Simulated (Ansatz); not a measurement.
# What a change does: single-point calculation on CuO2

System: CuO2 (6 atoms in the cell).
Method of run 1: DFT PBEsol, scalar-relativistic, plane waves, PAW, spin-polarised (Ansatz 0.2.0).

The structure derives from a Materials Project entry. Text and figures count atoms from 1; the logs count them from 0 in places.

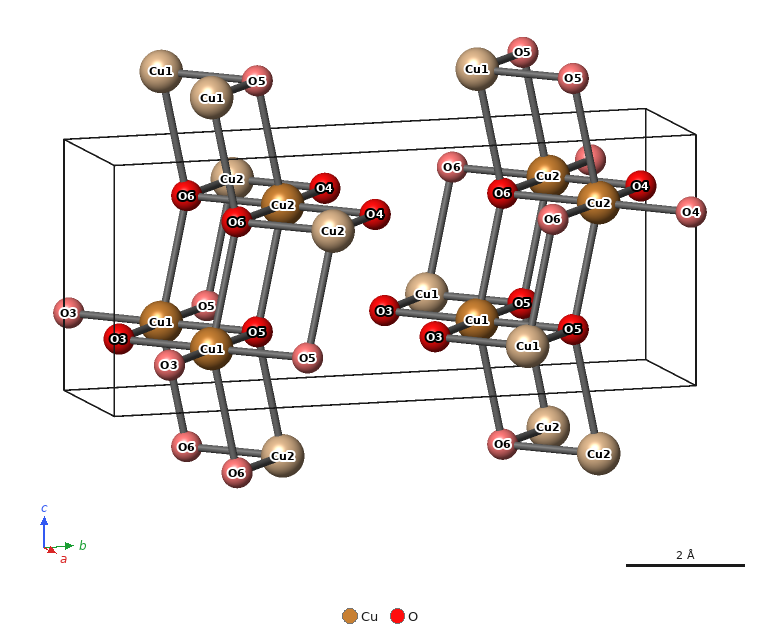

Figure 1. The structure as given in the input (ball-and-stick view of the cell 2 times as large as that of the calculation, set on its symmetry axes, seen slightly off an axis; neighbours outside the cell are drawn fainter; atoms are numbered from 1 in the order of the input). An atom can appear more than once, as a periodic image.

Input, run 1:
```yaml
crystal:
  lattice:
    - [1.412615, -5.210747, 0.0]
    - [1.412615, 5.210747, 0.0]
    - [0.0, 0.0, 4.343424]
  atoms:
    - { symbol: Cu, position: [0.832747, 0.167253, 0.25], spin: 1.0 }
    - { symbol: Cu, position: [0.167253, 0.832747, 0.75], spin: 1.0 }
    - { symbol: O, position: [0.448514, 0.551486, 0.25] }
    - { symbol: O, position: [0.551486, 0.448514, 0.75] }
    - { symbol: O, position: [0.21103, 0.78897, 0.25] }
    - { symbol: O, position: [0.78897, 0.21103, 0.75] }
basis:
  ecutwfc: 420
kpoints:
  mp_grid: { grid: [6, 6, 4] }
hamiltonian:
  xc: pbesol
scf:
  occupations: { method: gaussian, width: 0.1 }
output:
  forces: true
  stress: true
  eigenvalues: true
  populations: true
magnetization:
  spin_polarized: true
```

Command:
```bash
ansatz run input.yaml --threads 1 --pin off --max-ram 2560MiB --backend cpu --events-out ev --progress --plain --runs-dir out
```

Hardware: 1 thread of Intel Xeon @ 2.50GHz (Skylake/Cascade Lake), 189 GiB of memory available, shared host.

Output, shortened to warnings, some set-up lines, iterations and results (run 1):
```
Basis set: ecut = 420 eV, 1259 PW (Γ), exchange–correlation on 80×80×60 points (8 copies of the dense FFT grid, shifted against one another)
Symmetry: 8 space group operations
k-points: 39 of 144
Initial density: superposition of atomic densities (chi_scale 0.1, normalization cell, long waves kept (reshape's long-wave potential 0.24 eV rms))
[...]
SCF iter   1: F=—  HF=-15411.371418 eV  |F-HF|=—  |Δ(HF+E_count)|=         —  Δρ=1.11e-1 (↑8.40e-2 ↓1.11e-1)  dr2=1.68e1  dr2_m=3.13e0  M=0.275 μB ∫|m|=0.393 μB  β_m=0.30  …
SCF iter   2: F=—  HF=-15411.003159 eV  |F-HF|=—  |Δ(HF+E_count)|=   3.68e-1  Δρ=1.03e-1 (↑1.03e-1 ↓4.60e-2)  dr2=7.34e0  dr2_m=1.30e0  M=0.478 μB ∫|m|=0.585 μB  β_m=0.30  …
SCF iter   3: F=—  HF=-15410.745792 eV  |F-HF|=—  |Δ(HF+E_count)|=   2.57e-1  Δρ=4.38e-2 (↑4.38e-2 ↓3.46e-2)  dr2=7.99e-1  dr2_m=6.78e-1  M=0.650 μB ∫|m|=0.678 μB  β_m=0.30  …
SCF iter   4: F=—  HF=-15411.106148 eV  |F-HF|=—  |Δ(HF+E_count)|=   3.60e-1  Δρ=4.72e-2 (↑4.72e-2 ↓1.93e-2)  dr2=1.45e0  dr2_m=3.74e-1  M=0.565 μB ∫|m|=0.608 μB  β_m=0.30  …
SCF iter   5: F=—  HF=-15411.049251 eV  |F-HF|=—  |Δ(HF+E_count)|=   5.69e-2  Δρ=2.78e-2 (↑2.78e-2 ↓1.39e-2)  dr2=2.50e-1  dr2_m=2.14e-1  M=0.605 μB ∫|m|=0.635 μB  β_m=0.30  …
[... 15 lines ...]
SCF iter  21: F=—  HF=-15411.067819 eV  |F-HF|=—  |Δ(HF+E_count)|=   1.38e-5  Δρ=2.69e-5 (↑2.38e-5 ↓2.69e-5)  dr2=2.73e-6  dr2_m=5.26e-8  M=0.979 μB ∫|m|=1.039 μB  β_m=0.80  …
SCF iter  22: F=—  HF=-15411.067819 eV  |F-HF|=—  |Δ(HF+E_count)|=   2.31e-8  Δρ=1.27e-5 (↑1.27e-5 ↓1.05e-5)  dr2=5.35e-7  dr2_m=2.11e-8  M=0.979 μB ∫|m|=1.039 μB  β_m=0.90  …
SCF iter  23: F=—  HF=-15411.067819 eV  |F-HF|=—  |Δ(HF+E_count)|=   2.83e-8  Δρ=4.50e-6 (↑3.41e-6 ↓4.50e-6)  dr2=9.69e-9  dr2_m=6.42e-9  M=0.979 μB ∫|m|=1.039 μB  β_m=0.95  …
SCF iter  24: F=-15411.067819 eV  HF=-15411.067819 eV  |F-HF|=1.09e-8  |Δ(HF+E_count)|=   7.14e-9  Δρ=2.51e-6 (↑1.47e-6 ↓2.51e-6)  dr2=1.12e-8  dr2_m=7.89e-10  M=0.980 μB …
SCF 1 converged in 24 iterations: F = -15411.067819 eV  dr2 = 1.12e-8
SCF converged after 24 iterations
Magnetization: 0.9797 μB (31.4898 up, 30.5102 down)
Absolute magnetization: 1.0432 μB (∫|ρ↑−ρ↓|, with the PAW one-centre terms)
Spin contamination: 0.0353 ħ² per cell (⟨S²⟩ above its minimum at these occupations)
Per-site moments (μB) at R_I (Å): [(0.06697183604846328, 0.7663001259711121), (0.06697183604846314, 0.7663001259711121), (0.32251495770673333, 0.7663001259711121), (0.3225149577067333, 0.7663001259711121), (0.06320294317857024, 0.7831532600912476), (0.06320294317857045, 0.7831532600912476)]
Free energy (F): -15411.067819 eV
Harris-Foulkes:  -15411.067819 eV  (|F-HF|=1.09e-8)
Internal energy: -15411.045884 eV  (E = F + TS)
E sigma→0 (E₀):  -15411.056852 eV
Entropy (-TS):   -0.021935 eV (-3.656 meV/atom)
Fermi energy:    7.315868 eV
--- Per-component energies (eV) ---
  E_band       = -1115.436980
  E_kinetic    = 1272.920658
  E_local      = -12225.564855  (includes V_loc(G=0)·N_el)
  E_nonlocal   = 950.715922
  E_hartree    = 5234.032455
  E_xc         = -463.644430
  E_vxc        = -596.926801  (∫ρ·V_xc dr)
  E_paw        = -3830.116416  (= ΣΔE_a)
  E_vpaw       = -984.649743  (= ΣTr[D̂ρ^β])
  E_aug_tail   = 0.009449  (compensation charges beyond the density's cutoff)
  E_ewald      = -6349.952223
  E_core_change = 0.553556  (= ΣΔE_core)
  E_smearing   = -0.021935  (= −TS)
  E_closure    = -0.000000  (closes the sum)
  Σ components = -15411.067819   (vs F -15411.067819, Δ=0.00e0)
--- Forces (eV/Å), atoms counted from 1 ---
  atom   1  Cu     0.00000000     0.00502372     0.00000000
  atom   2  Cu     0.00000000    -0.00502372    -0.00000000
  atom   3  O      0.00000000     0.50796898     0.00000000
  atom   4  O      0.00000000    -0.50796898    -0.00000000
  atom   5  O      0.00000000    -0.52789830    -0.00000000
  atom   6  O      0.00000000     0.52789830     0.00000000
  max |Σ_I F_I| component: 0.00e0 eV/Å
--- Stress (GPa, compression-positive) ---
      -10.605707       0.000000      -0.000000
        0.000000      -8.179633      -0.000000
       -0.000000      -0.000000      -6.123231
  P = ⅓ Tr σ = -8.3029 GPa (-83.029 kbar)
--- Löwdin populations: 6 sites ---
  site symbol       q [e]    m [muB]
     0     Cu     17.6345     0.0449
     1     Cu     17.6345     0.0449
     2      O      6.5049     0.3786
     3      O      6.5049     0.3786
     4      O      6.6933     0.0689
     5      O      6.6933     0.0689
  spilling = 0.005394 (of n_electrons = 62.000000)
```

The input of run 2 differs as follows (lines with − go, lines with + come):
```diff
-    - { symbol: Cu, position: [0.832747, 0.167253, 0.25], spin: 1.0 }
-    - { symbol: Cu, position: [0.167253, 0.832747, 0.75], spin: 1.0 }
-    - { symbol: O, position: [0.448514, 0.551486, 0.25] }
-    - { symbol: O, position: [0.551486, 0.448514, 0.75] }
+    - { symbol: Cu, position: [0.832747, 0.167253, 0.25] }
+    - { symbol: Cu, position: [0.167253, 0.832747, 0.75] }
+    - { symbol: O, position: [0.448514, 0.551486, 0.25], spin: 0.35 }
+    - { symbol: O, position: [0.551486, 0.448514, 0.75], spin: 0.35 }
-  mp_grid: { grid: [6, 6, 4] }
+  mp_grid: { grid: [14, 14, 8] }
```

How does run 2 compare with run 1?

With the same functional and potentials, run 2 lies 0.8 meV per atom lower (other lines of the input change too). The net moment of the cell goes from 0.98 to 0.86 μB. The SCF takes 21 iterations against 24. The irreducible k-points go from 39 to 285. On the same kind of shared host run 2 took about 6 times as long.

Output, shortened to warnings, some set-up lines, iterations and results (run 2):
```
Basis set: ecut = 420 eV, 1259 PW (Γ), exchange–correlation on 80×80×60 points (8 copies of the dense FFT grid, shifted against one another)
Symmetry: 8 space group operations
k-points: 285 of 1568
Initial density: superposition of atomic densities (chi_scale 0.1, normalization cell, long waves kept (reshape's long-wave potential 0.24 eV rms))
[...]
SCF iter   1: F=—  HF=-15411.748344 eV  |F-HF|=—  |Δ(HF+E_count)|=         —  Δρ=7.34e-2 (↑7.34e-2 ↓6.33e-2)  dr2=1.77e1  dr2_m=3.42e-2  M=0.357 μB ∫|m|=0.450 μB  β_m=0.30  …
SCF iter   2: F=—  HF=-15411.229362 eV  |F-HF|=—  |Δ(HF+E_count)|=   5.19e-1  Δρ=6.79e-2 (↑6.25e-2 ↓6.79e-2)  dr2=7.27e0  dr2_m=3.83e-2  M=0.468 μB ∫|m|=0.555 μB  β_m=0.30  …
SCF iter   3: F=—  HF=-15410.845404 eV  |F-HF|=—  |Δ(HF+E_count)|=   3.84e-1  Δρ=2.04e-2 (↑2.04e-2 ↓1.97e-2)  dr2=5.55e-1  dr2_m=1.18e-2  M=0.421 μB ∫|m|=0.506 μB  β_m=0.12  …
SCF iter   4: F=—  HF=-15410.975340 eV  |F-HF|=—  |Δ(HF+E_count)|=   1.30e-1  Δρ=1.80e-2 (↑1.76e-2 ↓1.80e-2)  dr2=3.36e-1  dr2_m=8.45e-3  M=0.472 μB ∫|m|=0.545 μB  β_m=0.16  …
SCF iter   5: F=—  HF=-15411.089447 eV  |F-HF|=—  |Δ(HF+E_count)|=   1.14e-1  Δρ=7.14e-3 (↑6.89e-3 ↓7.14e-3)  dr2=1.39e-1  dr2_m=2.65e-3  M=0.502 μB ∫|m|=0.559 μB  β_m=0.34  …
[... 12 lines ...]
SCF iter  18: F=—  HF=-15411.072840 eV  |F-HF|=—  |Δ(HF+E_count)|=   1.49e-7  Δρ=1.02e-5 (↑9.63e-6 ↓1.02e-5)  dr2=1.77e-7  dr2_m=1.50e-8  M=0.862 μB ∫|m|=0.964 μB  β_m=0.91  …
SCF iter  19: F=—  HF=-15411.072840 eV  |F-HF|=—  |Δ(HF+E_count)|=   4.94e-8  Δρ=1.16e-5 (↑1.11e-5 ↓1.16e-5)  dr2=3.29e-7  dr2_m=1.71e-9  M=0.861 μB ∫|m|=0.964 μB  β_m=0.91  …
SCF iter  20: F=-15411.072840 eV  HF=-15411.072840 eV  |F-HF|=2.29e-8  |Δ(HF+E_count)|=   2.64e-8  Δρ=3.87e-6 (↑3.87e-6 ↓3.66e-6)  dr2=2.96e-8  dr2_m=2.26e-10  M=0.861 μB …
SCF iter  21: F=-15411.072840 eV  HF=-15411.072840 eV  |F-HF|=2.46e-9  |Δ(HF+E_count)|=  7.51e-10  Δρ=1.48e-6 (↑1.11e-6 ↓1.48e-6)  dr2=4.80e-9  dr2_m=1.08e-10  M=0.861 μB …
SCF 1 converged in 21 iterations: F = -15411.072840 eV  dr2 = 4.80e-9
SCF converged after 21 iterations
an eigenvalue changed by more than its tolerance at an iteration that met the thresholds in force, so the SCF went on 1 time: the last check found none over its tolerance
Magnetization: 0.8611 μB (31.4305 up, 30.5695 down)
Absolute magnetization: 0.9848 μB (∫|ρ↑−ρ↓|, with the PAW one-centre terms)
Spin contamination: 0.0664 ħ² per cell (⟨S²⟩ above its minimum at these occupations)
Per-site moments (μB) at R_I (Å): [(0.041606539729927894, 0.7663001259711121), (0.0416065397299279, 0.7663001259711121), (0.3462483790527205, 0.7663001259711121), (0.34624837905272055, 0.7663001259711121), (0.0055042454970894794, 0.7831532600912476), (0.005504245497089591, 0.7831532600912476)]
Free energy (F): -15411.072840 eV
Harris-Foulkes:  -15411.072840 eV  (|F-HF|=2.46e-9)
Internal energy: -15411.055060 eV  (E = F + TS)
E sigma→0 (E₀):  -15411.063950 eV
Entropy (-TS):   -0.017780 eV (-2.963 meV/atom)
Fermi energy:    7.314873 eV
--- Per-component energies (eV) ---
  E_band       = -1115.325964
  E_kinetic    = 1272.923999
  E_local      = -12225.711671  (includes V_loc(G=0)·N_el)
  E_nonlocal   = 950.746370
  E_hartree    = 5234.165415
  E_xc         = -463.649350
  E_vxc        = -596.933496  (∫ρ·V_xc dr)
  E_paw        = -3830.140604  (= ΣΔE_a)
  E_vpaw       = -984.688112  (= ΣTr[D̂ρ^β])
  E_aug_tail   = 0.009448  (compensation charges beyond the density's cutoff)
  E_ewald      = -6349.952223
  E_core_change = 0.553556  (= ΣΔE_core)
  E_smearing   = -0.017780  (= −TS)
  E_closure    = 0.000000  (closes the sum)
  Σ components = -15411.072840   (vs F -15411.072840, Δ=0.00e0)
--- Forces (eV/Å), atoms counted from 1 ---
  atom   1  Cu     0.00000000     0.04736185     0.00000000
  atom   2  Cu     0.00000000    -0.04736185    -0.00000000
  atom   3  O      0.00000000     0.50615171     0.00000000
  atom   4  O      0.00000000    -0.50615171    -0.00000000
  atom   5  O      0.00000000    -0.53559825    -0.00000000
  atom   6  O      0.00000000     0.53559825     0.00000000
  max |Σ_I F_I| component: 0.00e0 eV/Å
--- Stress (GPa, compression-positive) ---
      -10.528351       0.000000      -0.000000
        0.000000      -8.034984      -0.000000
       -0.000000      -0.000000      -6.224451
  P = ⅓ Tr σ = -8.2626 GPa (-82.626 kbar)
--- Löwdin populations: 6 sites ---
  site symbol       q [e]    m [muB]
     0     Cu     17.6348     0.0241
     1     Cu     17.6348     0.0241
     2      O      6.5042     0.4069
     3      O      6.5042     0.4069
     4      O      6.6937     0.0015
     5      O      6.6937     0.0015
  spilling = 0.005393 (of n_electrons = 62.000000)
```

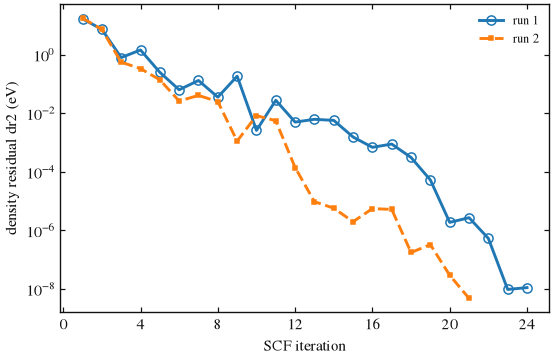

Figure 2. Convergence of the two runs: density residual dr2 against the SCF iteration. Run 1 takes 24 iterations in all, and run 2 takes 21.

The two runs side by side:

| quantity | run 1 | run 2 |
| --- | --- | --- |
| outcome | converged | converged |
| free energy per atom (eV) | −2568.5113 | −2568.5121 |
| energy per atom, smearing taken to zero (eV) | −2568.5095 | −2568.5107 |
| gap on the mesh (eV) | 0.00 | 0.00 |
| net moment of the cell (μB) | 0.98 | 0.86 |
| absolute moment of the cell (μB) | 1.04 | 0.98 |
| pressure (GPa) | −8.30 | −8.26 |
| largest force (eV/Å) | 0.528 | 0.536 |
| SCF iterations | 24 | 21 |
| irreducible k-points | 39 | 285 |
| plane waves at Γ | 1259 | 1259 |
| wall time (shared host) | 56 s | 5.6 min |

For both runs: The cell is under a tension of 8.3 GPa at this level, so it is not at its equilibrium volume.
